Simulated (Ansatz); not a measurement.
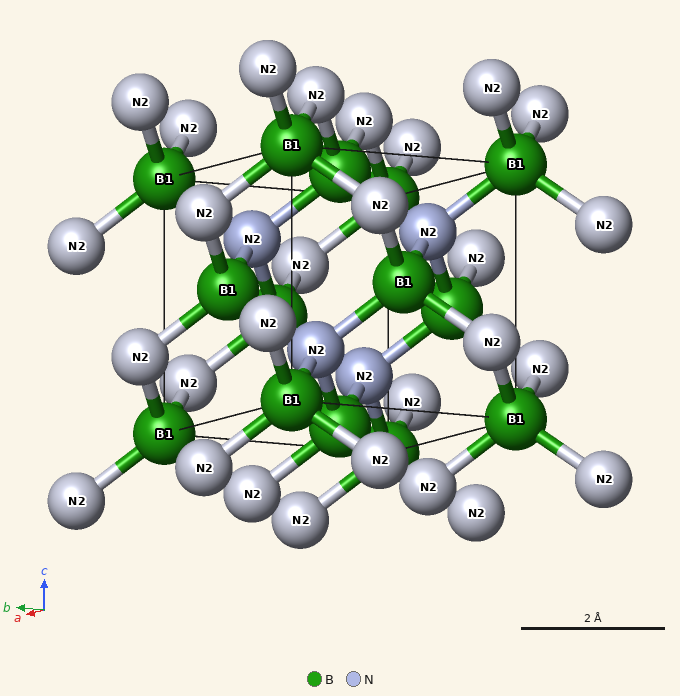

Figure 1. The input geometry (ball-and-stick view of the cell 4 times as large as that of the calculation, set on its symmetry axes, seen at an oblique angle; neighbours outside the cell are drawn fainter; atoms are numbered from 1 in the order of the input). Near neighbours in the crystal (not all of them lie inside the picture): B has 4 N at 1.57 Å; N has 4 B at 1.57 Å.

## BN (charge −6): single-point calculation

System: BN (F-43m, 2 atoms in the cell, total charge −6).
Method: DFT, PBE, plane waves, PAW, no spin polarisation (Ansatz 0.2.0).

The structure was made by swapping elements on the sites of another compound; it need not be a known phase. Some settings of this run were made unusual or wrong on purpose. Figures and captions count atoms from 1; the log counts them from 0 in places.

The input:
```yaml
crystal:
  lattice:
    - [0.0, 1.8123376925, 1.8123376925]
    - [1.8123376925, 0.0, 1.8123376925]
    - [1.8123376925, 1.8123376925, 0.0]
  atoms:
    - { symbol: B, position: [0.0, 0.0, 0.0] }
    - { symbol: "N", position: [0.25, 0.25, 0.25] }
basis:
  ecutwfc: 420
kpoints:
  mp_grid: { grid: [12, 12, 12] }
hamiltonian:
  xc: pbe
scf:
  occupations: { method: gaussian, width: 0.02 }
  max_iter: 80
output:
  forces: true
  eigenvalues: true
  stress: true
total_charge: -6
```

Hardware: 1 thread of Intel Xeon @ 2.90GHz (Ice Lake), 192 GiB of memory available, shared host.

Command:
```bash
ansatz run input.yaml --threads 1 --pin off --max-ram 2560MiB --backend cpu --events-out ev --progress --plain --runs-dir out
```

The program's output:
```
Engine: ansatz 0.2.0, x86_64-unknown-linux-gnu
Pseudopotentials: kind: paw
Pseudopotential: B, paw, valence charge 3, recommended cutoff 420 eV (normal), B.paw.azcp
Pseudopotential: N, paw, valence charge 5, recommended cutoff 420 eV (normal), N.paw.azcp
Functional definition: PBE
  parameter kappa = 0.804
  parameter beta = 0.06672455060314922
  exchange = pbe_x(kappa = kappa, mu = beta*pi^2/3)
  correlation = pbe_c(beta = beta)
Crystal: 2 atoms, lattice volume = 11.905 Å³
Basis set: ecut = 420 eV, 259 PW (Γ), exchange–correlation on 36×36×36 points (8 copies of the dense FFT grid, shifted against one another)
Bands: 11, of which v1, the nominal top of the filled ones, is band 7 counted from 1 (6 counted from 0)
Symmetry: 24 space group operations
Space group: F-43m (ITA 216), of the structure as read, at distance tolerance 2.3e-5 Å
k-points: 72 of 1728 (time reversal used)
Non-local potential: B, projectors of the file, l = 0: 2, l = 1: 2, l = 2: 1
Non-local potential: N, projectors of the file, l = 0: 2, l = 1: 2, l = 2: 1
PAW form: soft (Blöchl's): semilocal exchange-correlation on the pseudo side does not see the compensation charge
PAW one-centre angular grid: B, 110 points (default); XC on 64 Gauss nodes
PAW one-centre angular grid: N, 110 points (default); XC on 64 Gauss nodes
Initial density: superposition of atomic densities (neutral atoms scaled as one to the charged cell's electrons: chi_scale 0, normalization atom), corrected by the library's trained network
Initial wavefunctions: pseudopotential atomic-orbital guess
Functional: x = pbe(κ = 0.804, μ = 0.2195149727645171), c = pbe(β = 0.06672455060314922)
SCF iter   1: F=—  HF=-459.173421 eV  |F-HF|=—  |Δ(HF+E_count)|=         —  Δρ=1.02e0  dr2=1.10e2  ethr=1.77e-3  ⟨swp⟩=4.0  Hψ=4112  notcnv=0
preconditioner: auto → none  [insulator: Δε(μ)=0.158 eV  Ē_g=21.549 eV  σ=0.020 eV  W_gap=1.00  n_scr=0 (ndim 8)  ℏωp=40.3 eV  f_vac=0.000  D(μ)=0.00/eV (n_scr^D=0)  ε∞_Penn≈4.5]
SCF iter   2: F=—  HF=-418.203933 eV  |F-HF|=—  |Δ(HF+E_count)|=    4.10e1  Δρ=2.21e-1  dr2=3.14e0  ethr=1.77e-3  ⟨swp⟩=4.8  Hψ=3749  notcnv=0  defer=21
SCF iter   3: F=—  HF=-417.413792 eV  |F-HF|=—  |Δ(HF+E_count)|=   7.90e-1  Δρ=5.52e-2  dr2=1.49e-1  ethr=1.77e-3  ⟨swp⟩=3.0  Hψ=2255  notcnv=0  defer=22
SCF iter   4: F=—  HF=-417.457970 eV  |F-HF|=—  |Δ(HF+E_count)|=   4.42e-2  Δρ=1.64e-2  dr2=1.23e-2  ethr=1.07e-3  ⟨swp⟩=2.5  Hψ=1525  notcnv=0  defer=23
SCF iter   5: F=—  HF=-417.459285 eV  |F-HF|=—  |Δ(HF+E_count)|=   1.31e-3  Δρ=2.12e-3  dr2=2.79e-4  ethr=8.75e-5  ⟨swp⟩=2.1  Hψ=1517  notcnv=0  defer=23
SCF iter   6: F=—  HF=-417.459196 eV  |F-HF|=—  |Δ(HF+E_count)|=   8.87e-5  Δρ=2.68e-4  dr2=4.33e-6  ethr=1.99e-6  ⟨swp⟩=2.3  Hψ=1333  notcnv=0  defer=23
SCF iter   7: F=—  HF=-417.459199 eV  |F-HF|=—  |Δ(HF+E_count)|=   2.63e-6  Δρ=8.17e-5  dr2=4.55e-7  ethr=3.09e-8  ⟨swp⟩=2.3  Hψ=1262  notcnv=0  defer=23
SCF iter   8: F=-417.459199 eV  HF=-417.459199 eV  |F-HF|=1.14e-8  |Δ(HF+E_count)|=   1.31e-7  Δρ=1.44e-5  dr2=1.24e-8  ethr=7.14e-10  ⟨swp⟩=6.2  Hψ=4095  notcnv=0
SCF 1 converged in 8 iterations: F = -417.459199 eV  dr2 = 1.24e-8
  greatest PAW one-centre occupation: 0.923 electrons in one spin orbital (limit 2), on the N atom at site 1 (counted from 0), in its partial waves of l = 0
SCF converged after 8 iterations
Free energy (F): -417.459199 eV
Harris-Foulkes:  -417.459199 eV  (|F-HF|=1.14e-8)
Internal energy: -417.458820 eV  (E = F + TS)
E sigma→0 (E₀):  -417.459009 eV
Entropy (-TS):   -0.000379 eV (-0.189 meV/atom)
Fermi energy:    24.048891 eV
--- Per-component energies (eV) ---
  E_band       = 132.560642
  E_kinetic    = 385.053347
  E_local      = -195.045797  (includes V_loc(G=0)·N_el)
  E_nonlocal   = 86.043018
  E_hartree    = 58.552604
  E_xc         = -179.666868
  E_vxc        = -228.765549  (∫ρ·V_xc dr)
  E_paw        = -214.967231  (= ΣΔE_a)
  E_vpaw       = -31.828033  (= ΣTr[D̂ρ^β])
  E_aug_tail   = 0.000116  (compensation charges beyond the density's cutoff)
  E_ewald      = -357.428010
  E_smearing   = -0.000379  (= −TS)
  E_closure    = -0.000000  (closes the sum)
  E_deformation_potential = -123.696851  (in the stress; not in F)
  Σ components = -417.459199   (vs F -417.459199, Δ=0.00e0)
--- Forces (eV/Å), atoms counted from 1 ---
  atom   1  B     -0.00000000    -0.00000000     0.00000000
  atom   2  N     -0.00000000     0.00000000    -0.00000000
  max |Σ_I F_I| component: 7.77e-16 eV/Å
--- Stress (GPa, compression-positive) ---
      165.976929       0.000000      -0.000000
        0.000000     165.976929       0.000000
       -0.000000       0.000000     165.976929
  P = ⅓ Tr σ = 165.9769 GPa (1659.769 kbar)
--- Band table (eV; the first three rows and the last of 72) ---
  k-point 0: bands = ["-11.2958", "10.4839", "10.4839", "10.4839", "18.3924", "18.3924", "18.3924", "18.8695", "31.3408", "34.6838", "34.6838"]
  k-point 1: bands = ["-11.1141", "9.3264", "10.2682", "10.2682", "18.2809", "18.7124", "18.7124", "19.9340", "30.8628", "32.5448", "32.5448"]
  k-point 2: bands = ["-10.5736", "6.8305", "9.7605", "9.7605", "18.3697", "19.4059", "19.4059", "21.6307", "30.0747", "30.9812", "30.9812"]
  k-point 71: bands = ["-4.4588", "1.8790", "2.0533", "2.5253", "18.1447", "22.1515", "22.7203", "24.7333", "29.3772", "35.7009", "36.8885"]
```

Outcome:

| quantity | value |
| --- | --- |
| outcome | converged |
| space group (tolerance 0.01 Å) | F-43m (216) |
| electrons treated | 14 |
| free energy | −417.4592 eV |
| Fermi energy | 24.049 eV |
| gap on the k-point mesh | none (metallic) |
| pressure | 165.98 GPa |
| largest force (length of the vector) | under 0.001 eV/Å |
| wall time | 1.4 s |
| peak memory | 0.32 GiB |

What went wrong:

A setting was made wrong on purpose: a charge that the system can't hold (`total_charge`). The cell cannot bind or give up so many electrons; the background charge dominates. The program still converged, but the numbers can't be taken as results for the intended system.
